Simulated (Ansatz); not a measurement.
PbS

```yaml
crystal:
  lattice:
    - [4.20573, -4.20573, 0.00000]
    - [4.20573, 4.20573, 0.00000]
    - [0.00000, 0.00000, 5.95126]
  atoms:
    - { symbol: Pb, position: [0.00000, 0.00000, 0.00000] }
    - { symbol: Pb, position: [0.50000, 0.00000, 0.50000] }
    - { symbol: Pb, position: [0.50000, 0.50000, 0.00000] }
    - { symbol: Pb, position: [0.00000, 0.50000, 0.50000] }
    - { symbol: S, position: [0.50000, 0.00000, 0.00001] }
    - { symbol: S, position: [0.00000, 0.00000, 0.50001] }
    - { symbol: S, position: [0.00000, 0.50000, 0.00001] }
    - { symbol: S, position: [0.50000, 0.50000, 0.50001] }
```

Space group Fm-3m; a structure generated by program, which may or may not match a known phase; changed on purpose from its base cell (volume × 0.97, shape and atoms relaxed).

All numbers below come from DFT PBE, scalar-relativistic, plane waves, PAW in Ansatz 0.2.0.

In a PAW calculation such maps are meaningful between the atoms, not at the nuclei.

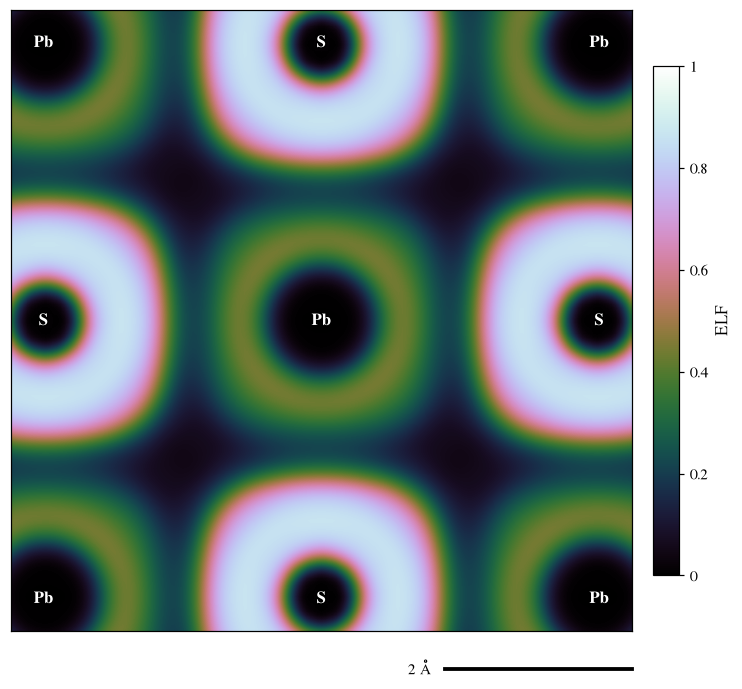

Figure 1. ELF on the (010) plane of the conventional cell.

**Interpret the plot.**

The section cuts through Pb and S sites.
Pb–S (2.97 Å): the ELF peaks at about 0.85 in the valence shell of S, 0.8 Å from its nucleus, and drops to about 0.20 between the two atoms.

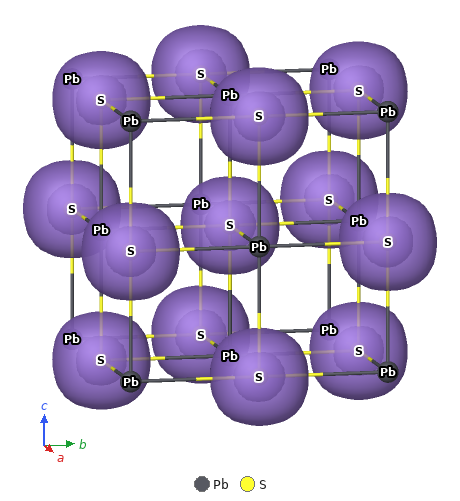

Figure 2. Isosurface of the electron localisation function at 0.75 (purple), seen at an oblique angle. Core shells and regions of very low density are left out. Sticks mark near contacts.

**What do the ELF domains correspond to?**

The ELF exceeds this value in four regions wrapped around S (the valence shell of each), counted in one cell of 8 atoms. Regions shared between cells count once.

**Does the calculation make it a metal, or give it a gap?**

It is gapped, with a Kohn–Sham gap of 0.39 eV on the k-point mesh (the band edges may lie off the mesh, which would make the gap smaller).
